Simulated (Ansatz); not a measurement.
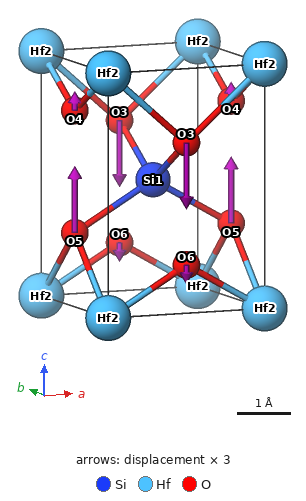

A relaxation of solid HfSiO4 (built on the tetragonal host type). The starting structure is drawn; purple arrows show the displacements (the part carried along by the change of the cell is left out), 3 times their true length.

The picture is a ball-and-stick view of the cell of the calculation, seen slightly off an axis.

The calculation used Ansatz 0.2.0, DFT, PBE, plane waves, PAW. Set-up: plane-wave cutoff 420 eV; k-point mesh 8 × 8 × 6; occupations fermi dirac; smearing width 0.02 eV; no spin polarisation; cell and atoms relaxed; force threshold 0.005 eV/Å.

**What happened in the run?**

After 19 accepted moves (24 points after the start) the energy has fallen by 489 meV per atom. Largest force component: 4.6 eV/Å at the start, 0.00073 eV/Å at the end. The pressure goes from 66.74 to 0.00 GPa. At 5 points the geometry stayed and the basis and grid were re-selected for the new cell (energy shift of 34.0 meV per atom at most each time). The largest moves relative to the cell, 0.43 Å, are those of O3 and O5. O3 goes along −c. Si and Hf stay in place. The volume changes by +27.4 %, with a = b 3.248 → 3.316 Å (+2.1 %), c 4.720 → 5.769 Å (+22.2 %). Among the contacts that change: Hf2–O3 2.163 → 2.738 Å, Si1–O4 2.163 → 2.501 Å, Hf2–O4 1.872 → 1.943 Å, Si1–O3 1.872 → 1.802 Å. Bond angles that change, for instance: Hf2–O3–Hf2 97.3° → 74.5°, O3–Si1–O3 120.3° → 133.9°, Si1–O3–Si1 120.3° → 133.9°. The space group stays P-4m2 (No. 115).
